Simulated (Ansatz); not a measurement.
Consider Te2Pt.

```yaml
crystal:
  lattice:
    - [4.01993, 0.00000, 0.00000]
    - [-2.00996, 3.48136, 0.00000]
    - [0.00000, 0.00000, 5.09032]
  atoms:
    - { symbol: Te, position: [0.33333, 0.66667, 0.26334] }
    - { symbol: Te, position: [0.66667, 0.33333, 0.73666] }
    - { symbol: Pt, position: [0.00000, 0.00000, 0.00000] }
```

Space group P-3m1.

All numbers below come from DFT LDA, scalar-relativistic, plane waves, PAW (Ansatz).

> What will maps of the valence pseudo-density and electron localisation function show?

Te–Pt (2.68 Å): ρ is about 0.49 e/Å³ halfway; the ELF is about 0.50 at the midpoint.

> Does the calculation give a band gap?

It is metallic or semimetallic at this level of theory: no gap opens; semilocal functionals without U, or without the true magnetic order, often close the gap of such compounds.

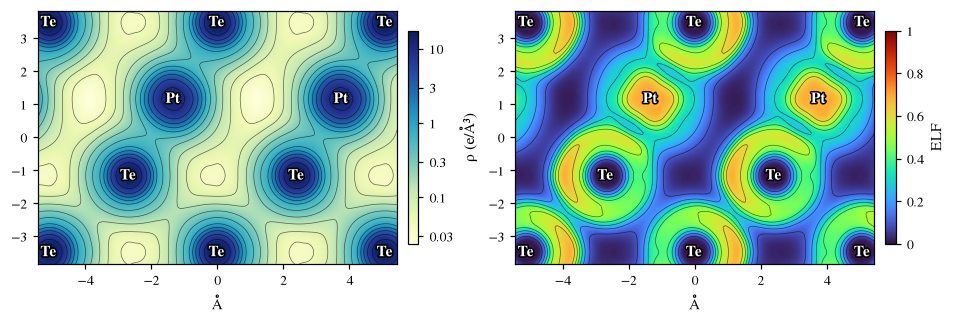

Computed valence pseudo-density and electron localisation function on the (110) plane of the conventional cell, in this order. 
